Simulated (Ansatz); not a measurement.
**Geometry relaxation of Ta (part 2 of 2)**

Continued. System: Ta (slab, 5 atoms in the cell). Method: DFT, PBE, PAW with Ansatz's default frozen-core files, scalar-relativistic, no spin polarisation (Ansatz 0.2.0); cutoff 420 eV, 9×9×1 k-mesh, Fermi–Dirac smearing of 0.08 eV. It belongs to a series of runs on one base structure; here: atoms relaxed, PAW files.

Geometry of the input (Å; fractional positions):
```
4.6946  0.0000  0.0000
-2.3473  4.0656  0.0000
0.0000  0.0000  19.8331
Ta 0.8333  0.1667  0.4034
Ta 0.1667  0.8333  0.4517
Ta 0.5000  0.5000  0.5000
Ta 0.8333  0.1667  0.5483
Ta 0.1667  0.8333  0.5966
```

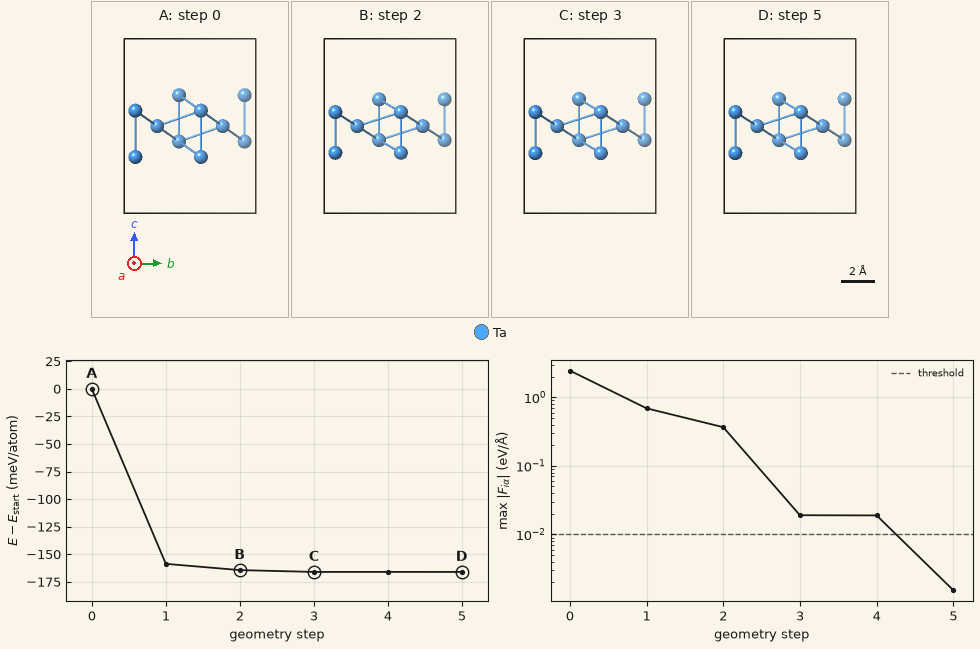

Figure 1. Frames of the relaxation (ball-and-stick view of the 1 × 2 repeat of the cell, with the vacuum cut short, along the a axis) above the curves, on which the letters mark them (the first geometry is step 0 here and step 1 in the log).

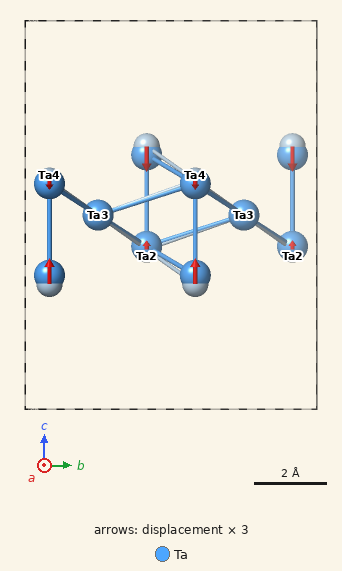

Figure 2. Start (faint) and end (solid) with the displacements as red arrows, magnified 3 times (ball-and-stick view of the 1 × 2 repeat of the cell, with the vacuum cut short, along the a axis). The largest moves, 0.24 Å, are those of Ta1 and Ta5. The cell doesn't change. Among the contacts that change: Ta1–Ta4 2.875 → 2.550 Å, Ta1–Ta2 2.875 → 2.828 Å, Ta2–Ta3 2.875 → 2.847 Å. Among the angles that change: Ta2–Ta5–Ta4 70.5° → 73.4°, Ta4–Ta5–Ta4 109.5° → 112.2°. Over 5 geometry steps the energy falls by 166 meV per atom. The largest force component goes from 2.5 to 0.0015 eV/Å. (Atoms are counted from 1 in the order of the input.)

```
WARN: The output density's exchange-correlation potential varies sharply where the density is thin. Do not read a vacuum level from v_tot or v_xc, or from such a field of the output density. On a cell that repeats whose density bears no net charge and no dipole along the vacuum's axis use v_es (v_loc + v_h of the components); under efield.dipole_correction with no amplitude use v_es + v_field, which holds any external_charges[].barrier, or the levels of the report's work_function block, which leave it out; under a non-zero efield.amplitude the vacuum is tilted and has no level; on a cell that repeats and bears such a dipole with no correction it is tilted too, and efield.dipole_correction with no amplitude gives each side of its ramp a level where efield: is served; in a cell that repeats whose density bears a net charge (total_charge, or a fill off its count) it is curved and has none; of a slab under crystal.periodic whose density bears no net charge use v_es, which has a level on each side, short of where the two are joined; of another it falls or rises all the way out and has none; of a slab beside external_charges read slab_vacuum_level instead, which it has where they leave it neutral. The grid or the basis barely resolves most such structure, and the values can differ between equally converged runs; as a rule a tighter scf.convergence.dr2_threshold does not remove it. Where the density itself ripples (under the LDA too) a higher basis.ecutwfc lessens it. The files hold the spikes' plane waves up to the density's cutoff. Files: v_tot_of_output_density and the like, and their columns of v_z.tsv (output.write_potential); v_xc_of_output_density and the like, and their columns of v_comp_z.tsv (output.write_potential_components). Measured: with its Gaussian average of σ = 0.25 Å subtracted twice, the exchange-correlation potential is over 0.1 eV at 693 of the grid points where the equally averaged density (valence and model cores) is under 1e-3 e/Å³, and 0.603 eV at the most among them, at an averaged density of 2.8e-8 e/Å³. The input density's (outcome.potential() and, of a run that writes arrays, v_tot and v_xc) is over 0.1 eV, so measured, at 70 points of its own thin density, 0.171 eV at the most. See output.write_potential in the manual, Limitations
SCF converged after 4 iterations
Free energy (F): -49654.760987 eV
Harris-Foulkes:  -49654.760987 eV  (|F-HF|=3.42e-8)
Internal energy: -49654.652235 eV  (E = F + TS)
E sigma→0 (E₀):  -49654.706611 eV
Entropy (-TS):   -0.108752 eV (-21.750 meV/atom)
Fermi energy:    1.748353 eV
Dipole field:    D = 0.000000 V/Å  (p = 0.000000 e·Å, saw-weighted, corrected)
Work function:   Φ+ = 3.7186 eV   Φ− = 3.7185 eV
Levels:          The Fermi level and band energies are counted from a zero that moves with the ramp; work functions are not
--- Per-component energies (eV) ---
  E_band       = -1623.850612
  E_kinetic    = 1821.444641
  E_local      = -43265.420825  (includes V_loc(G=0)·N_el)
  E_nonlocal   = 79.211379
  E_hartree    = 20657.513237
  E_xc         = -1084.775913
  E_vxc        = -1010.186067  (∫ρ·V_xc dr)
  E_paw        = -41983.067356  (= ΣΔE_a)
  E_vpaw       = -563.941108  (= ΣTr[D̂ρ^β])
  E_aug_tail   = 0.000710  (compensation charges beyond the density's cutoff)
  E_efield     = 0.000000  (sawtooth field / dipole correction)
  E_vefield    = 0.000000  (∫n·V_field dr)
  E_ewald      = 14120.441891
  E_smearing   = -0.108752  (= −TS)
  E_closure    = 0.000000  (closes the sum)
  Σ components = -49654.760987   (vs F -49654.760987, Δ=0.00e0)
--- Forces (eV/Å), atoms counted from 1 ---
  atom   1  Ta    -0.00000000     0.00000000     0.00011880
  atom   2  Ta     0.00000000    -0.00000000    -0.00152956
  atom   3  Ta    -0.00000000     0.00000000     0.00000013
  atom   4  Ta     0.00000000     0.00000000     0.00152958
  atom   5  Ta     0.00000000    -0.00000000    -0.00011924
  max |Σ_I F_I| component: 2.74e-7 eV/Å
--- Stress (GPa, compression-positive) ---
       -1.494568       0.000000       0.000000
        0.000000      -1.494568      -0.000000
       -0.000000      -0.000000       0.000969
  P = ⅓ Tr σ = -0.9961 GPa (-9.961 kbar)
--- Band table (eV; the first three rows and the last of 12) ---
  k-point 0: bands = ["-65.8251", "-65.7980", "-65.7817", "-65.1425", "-65.1418", "-32.7196", "-32.6827", "-32.4795", "-32.4795", "-32.4558", "-32.4558", "-32.3751", "-32.3751", "-32.2907", "-31.6599", "-31.6599", "-31.5044", "-31.4829", "-31.4829", "-31.4533", "-5.0018", "-1.8967", "-1.4611", "-1.4611", "0.2980", "0.2980", "0.6026", "0.6405", "0.7549", "0.7549", "1.0627", "1.2924", "1.2924", "2.0750", "2.0750", "2.5071", "4.0519", "4.0519", "4.4318"]
  k-point 1: bands = ["-65.8233", "-65.7981", "-65.7824", "-65.1430", "-65.1425", "-32.7310", "-32.6875", "-32.5617", "-32.5402", "-32.3807", "-32.3722", "-32.3702", "-32.3628", "-32.2953", "-31.6568", "-31.6543", "-31.5109", "-31.4982", "-31.4830", "-31.4516", "-4.8334", "-1.8586", "-1.4167", "-1.3724", "-0.1571", "0.2355", "0.4231", "0.6233", "0.7123", "0.8640", "1.2384", "1.3168", "1.5492", "2.1052", "2.1771", "2.6765", "3.8495", "3.9731", "4.3356"]
  k-point 2: bands = ["-65.8186", "-65.7983", "-65.7844", "-65.1443", "-65.1439", "-32.7631", "-32.6996", "-32.6436", "-32.5482", "-32.3871", "-32.3783", "-32.2947", "-32.2908", "-32.2653", "-31.6546", "-31.6392", "-31.5742", "-31.4840", "-31.4833", "-31.4488", "-4.3514", "-1.7614", "-1.3614", "-1.1142", "-0.6928", "0.0543", "0.1789", "0.4831", "0.6485", "1.0207", "1.2705", "1.3065", "2.0459", "2.2191", "2.2975", "3.1883", "3.5164", "3.8016", "3.8753"]
  k-point 11: bands = ["-65.8014", "-65.8014", "-65.7923", "-65.1476", "-65.1476", "-32.7959", "-32.7959", "-32.5444", "-32.5377", "-32.4592", "-32.4592", "-32.2377", "-32.2377", "-32.2082", "-31.6165", "-31.6165", "-31.6115", "-31.5464", "-31.4410", "-31.4410", "-2.1500", "-2.0248", "-2.0248", "-0.8504", "-0.8504", "-0.6044", "0.6504", "0.9741", "0.9741", "1.1355", "1.1355", "1.7123", "1.8599", "2.1671", "2.1671", "2.7400", "2.8238", "2.8238", "3.7848"]
--- Relaxed structure (6 steps of the walk, 6 accepted, 0 SCFs on fresh bases) ---
  F+E_penalty+E_count = -49654.76098734 eV   max|allowed force component| = 1.530e-3 eV/Å
  atoms:
    - { symbol: Ta, position: [0.8333333333333334, 0.16666666666666669, 0.41541015303110373] }
    - { symbol: Ta, position: [0.16666666666666663, 0.8333333333333336, 0.4560260651834916] }
    - { symbol: Ta, position: [0.5, 0.5, 0.4999999990706928] }
    - { symbol: Ta, position: [0.8333333333333334, 0.16666666666666669, 0.5439739343366603] }
    - { symbol: Ta, position: [0.16666666666666663, 0.8333333333333336, 0.5845898483780516] }
```

File rho_z.tsv:
```
# z_ang	rho[e/angstrom^3]
# format = ansatz-planar-average/11
# lattice	4.694559303	0.000000000	0.000000000
# lattice	-2.347279651	4.065607616	0.000000000
# lattice	0.000000000	0.000000000	19.833100000
# sites	5
# site	73	3.520919477	0.677601269	8.238871106
# site	73	-1.173639826	3.388006347	9.044410553
# site	73	1.173639826	2.032803808	9.916549982
# site	73	3.520919477	0.677601269	10.788689437
# site	73	-1.173639826	3.388006347	11.594228922
0.000000	-1.934462e-6
0.146912	1.968459e-6
0.293824	-1.888693e-6
0.440736	1.956435e-6
0.587647	-1.883899e-6
0.734559	1.933334e-6
0.881471	-1.781138e-6
1.028383	1.908837e-6
1.175295	-1.705438e-6
1.322207	1.891911e-6
1.469119	-1.501728e-6
1.616030	1.914857e-6
1.762942	-1.267002e-6
1.909854	2.022630e-6
2.056766	-7.920029e-7
2.203678	2.324854e-6
2.350590	-6.796758e-8
2.497501	3.011105e-6
2.644413	1.318220e-6
2.791325	4.474718e-6
2.938237	3.773945e-6
3.085149	7.458086e-6
3.232061	8.479889e-6
3.378973	1.342454e-5
3.525884	1.734674e-5
3.672796	2.520231e-5
3.819708	3.444345e-5
3.966620	4.827271e-5
4.113532	6.729783e-5
4.260444	9.325403e-5
4.407356	1.307658e-4
4.554267	1.806042e-4
4.701179	2.532293e-4
4.848091	3.498829e-4
4.995003	4.897503e-4
5.141915	6.774971e-4
5.288827	9.466933e-4
5.435739	1.311614e-3
5.582650	1.830547e-3
5.729562	2.539131e-3
5.876474	3.538844e-3
6.023386	4.908524e-3
6.170298	6.825478e-3
6.317210	9.446476e-3
6.464121	1.308119e-2
6.611033	1.805085e-2
6.757945	2.497621e-2
6.904857	3.467073e-2
7.051769	4.896818e-2
7.198681	7.130430e-2
7.345593	1.107618e-1
7.492504	1.805311e-1
7.639416	2.819671e-1
7.786328	3.976591e-1
7.933240	5.019190e-1
8.080152	5.823665e-1
8.227064	6.517967e-1
8.373976	7.230984e-1
8.520887	7.841452e-1
8.667799	8.113788e-1
8.814711	8.001183e-1
8.961623	7.749735e-1
9.108535	7.701463e-1
9.255447	7.938476e-1
9.402359	8.189607e-1
9.549270	8.174000e-1
9.696182	7.879030e-1
9.843094	7.568229e-1
9.990006	7.568229e-1
10.136918	7.879030e-1
10.283830	8.174001e-1
10.430741	8.189607e-1
10.577653	7.938476e-1
10.724565	7.701462e-1
10.871477	7.749734e-1
11.018389	8.001183e-1
11.165301	8.113787e-1
11.312213	7.841452e-1
11.459124	7.230984e-1
11.606036	6.517967e-1
11.752948	5.823665e-1
11.899860	5.019190e-1
12.046772	3.976591e-1
12.193684	2.819672e-1
12.340596	1.805311e-1
12.487507	1.107618e-1
12.634419	7.130430e-2
12.781331	4.896818e-2
12.928243	3.467073e-2
13.075155	2.497622e-2
13.222067	1.805085e-2
13.368979	1.308119e-2
13.515890	9.446475e-3
13.662802	6.825478e-3
13.809714	4.908524e-3
13.956626	3.538844e-3
14.103538	2.539131e-3
14.250450	1.830547e-3
14.397361	1.311614e-3
14.544273	9.466933e-4
14.691185	6.774972e-4
14.838097	4.897501e-4
14.985009	3.498831e-4
15.131921	2.532293e-4
15.278833	1.806044e-4
15.425744	1.307657e-4
15.572656	9.325411e-5
15.719568	6.729779e-5
15.866480	4.827276e-5
16.013392	3.444334e-5
16.160304	2.520233e-5
16.307216	1.734665e-5
16.454127	1.342458e-5
16.601039	8.479811e-6
16.747951	7.458144e-6
16.894863	3.773878e-6
17.041775	4.474765e-6
17.188687	1.318172e-6
17.335599	3.011169e-6
17.482510	-6.800739e-8
17.629422	2.324892e-6
17.776334	-7.920427e-7
17.923246	2.022673e-6
18.070158	-1.267035e-6
18.217070	1.914882e-6
18.363981	-1.501757e-6
18.510893	1.891943e-6
18.657805	-1.705462e-6
18.804717	1.908850e-6
18.951629	-1.781156e-6
19.098541	1.933356e-6
19.245453	-1.883911e-6
19.392364	1.956437e-6
19.539276	-1.888699e-6
19.686188	1.968468e-6
```

Trajectory as extended XYZ (Å, eV, eV/Å), 6 frames, from step=1 to step=6:
```
5
Lattice="4.6946 0.0000 0.0000 -2.3473 4.0656 0.0000 0.0000 0.0000 19.8331" Properties=species:S:1:pos:R:3:forces:R:3 step=1 energy=-49653.93121
Ta    3.5209    0.6776    8.0000    0.0000   0.0000   2.4583
Ta   -1.1736    3.3880    8.9583    0.0000   0.0000   1.0239
Ta    1.1736    2.0328    9.9166    0.0000   0.0000   0.0000
Ta    3.5209    0.6776   10.8748    0.0000   0.0000  -1.0239
Ta   -1.1736    3.3880   11.8331    0.0000   0.0000  -2.4583
5
Lattice="4.6946 0.0000 0.0000 -2.3473 4.0656 0.0000 0.0000 0.0000 19.8331" Properties=species:S:1:pos:R:3:forces:R:3 step=2 energy=-49654.72432
Ta    3.5209    0.6776    8.1959    0.0000   0.0000   0.6919
Ta   -1.1736    3.3880    9.0288    0.0000   0.0000   0.3609
Ta    1.1736    2.0328    9.9166    0.0000   0.0000   0.0000
Ta    3.5209    0.6776   10.8043    0.0000   0.0000  -0.3608
Ta   -1.1736    3.3880   11.6372    0.0000   0.0000  -0.6919
5
Lattice="4.6946 0.0000 0.0000 -2.3473 4.0656 0.0000 0.0000 0.0000 19.8331" Properties=species:S:1:pos:R:3:forces:R:3 step=3 energy=-49654.75268
Ta    3.5209    0.6776    8.2598    0.0000   0.0000  -0.3670
Ta   -1.1736    3.3880    9.0484    0.0000   0.0000  -0.1806
Ta    1.1736    2.0328    9.9166    0.0000   0.0000   0.0000
Ta    3.5209    0.6776   10.7847    0.0000   0.0000   0.1805
Ta   -1.1736    3.3880   11.5733    0.0000   0.0000   0.3671
5
Lattice="4.6946 0.0000 0.0000 -2.3473 4.0656 0.0000 0.0000 0.0000 19.8331" Properties=species:S:1:pos:R:3:forces:R:3 step=4 energy=-49654.76095
Ta    3.5209    0.6776    8.2386    0.0000   0.0000  -0.0062
Ta   -1.1736    3.3880    9.0461    0.0000   0.0000  -0.0190
Ta    1.1736    2.0328    9.9166    0.0000   0.0000   0.0000
Ta    3.5209    0.6776   10.7870    0.0000   0.0000   0.0190
Ta   -1.1736    3.3880   11.5945    0.0000   0.0000   0.0062
5
Lattice="4.6946 0.0000 0.0000 -2.3473 4.0656 0.0000 0.0000 0.0000 19.8331" Properties=species:S:1:pos:R:3:forces:R:3 step=5 energy=-49654.76095
Ta    3.5209    0.6776    8.2386    0.0000   0.0000  -0.0063
Ta   -1.1736    3.3880    9.0461    0.0000   0.0000  -0.0189
Ta    1.1736    2.0328    9.9166    0.0000   0.0000   0.0000
Ta    3.5209    0.6776   10.7870    0.0000   0.0000   0.0189
Ta   -1.1736    3.3880   11.5945    0.0000   0.0000   0.0063
5
Lattice="4.6946 0.0000 0.0000 -2.3473 4.0656 0.0000 0.0000 0.0000 19.8331" Properties=species:S:1:pos:R:3:forces:R:3 step=6 energy=-49654.76099
Ta    3.5209    0.6776    8.2389    0.0000   0.0000   0.0001
Ta   -1.1736    3.3880    9.0444    0.0000   0.0000  -0.0015
Ta    1.1736    2.0328    9.9166    0.0000   0.0000   0.0000
Ta    3.5209    0.6776   10.7887    0.0000   0.0000   0.0015
Ta   -1.1736    3.3880   11.5942    0.0000   0.0000  -0.0001
```

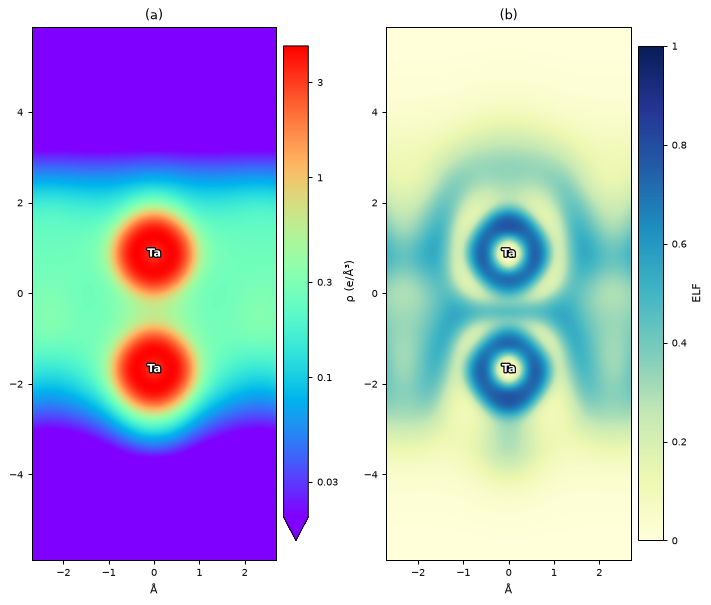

Figure 3. (a) valence electron density; (b) electron localisation function on the (100) plane of the calculation cell, a cut from vacuum to vacuum. Atoms in the plane: Ta. Ta–Ta (2.55 Å): ρ is about 0.6 e/Å³ halfway; the ELF is about 0.45 at the midpoint, as expected for nearly free electrons, as in a simple metal. The density dies away to nearly zero in the vacuum. The strong features right at Ta lie inside the PAW spheres (semicore, d or f shells) and say nothing about bonding. Core electrons are frozen (PAW), so the fields are smoothed inside the atomic spheres.

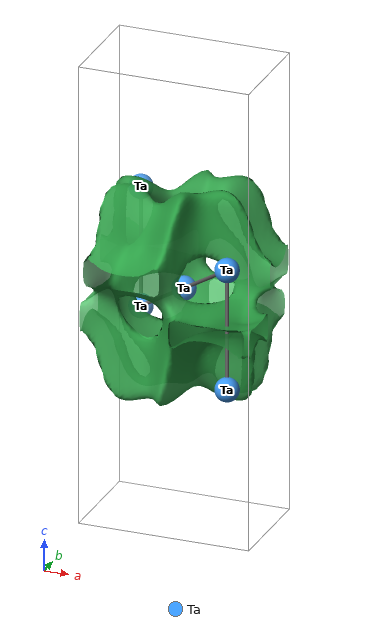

Figure 4. Isosurface of the electron localisation function at 0.4 (green), seen slightly off an axis. Only the valence region is drawn (cores and ρ < 0.01 e/Å³ removed). Sticks mark near contacts. Counts are for one cell; the picture repeats the cell along the surface.
